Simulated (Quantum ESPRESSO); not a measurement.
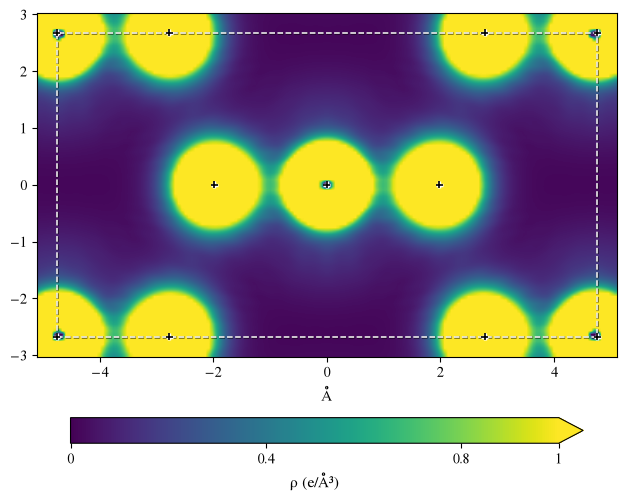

The valence charge density (pseudo) on a plane through atoms (crosses mark nuclei in the plane).

Computed with Kohn-Sham DFT of a periodic cell, PBEsol, GBRV 1.5 PBEsol (Quantum ESPRESSO).

Candidates:
A. Ti, a = 2.95 Å, b = 2.95 Å, c = 4.68 Å, α = 90.00°, β = 90.00°, γ = 120.00°. Space group P6₃/mmc; computed pressure about −6 GPa in this cell.
B. KF, a = 5.34 Å, b = 5.34 Å, c = 5.34 Å, α = 90.00°, β = 90.00°, γ = 90.00°. Space group Fm-3m.
C. TiO2, a = 3.78 Å, b = 3.78 Å, c = 9.51 Å, α = 90.00°, β = 90.00°, γ = 90.00°. Space group I4₁/amd.

Question: Which system is this?

Answer: Candidate C: TiO2 on the (110) plane of the conventional cell, which holds Ti and O. Ti–O (1.98 Å): the density is about 0.68 e/Å³ at the midpoint.
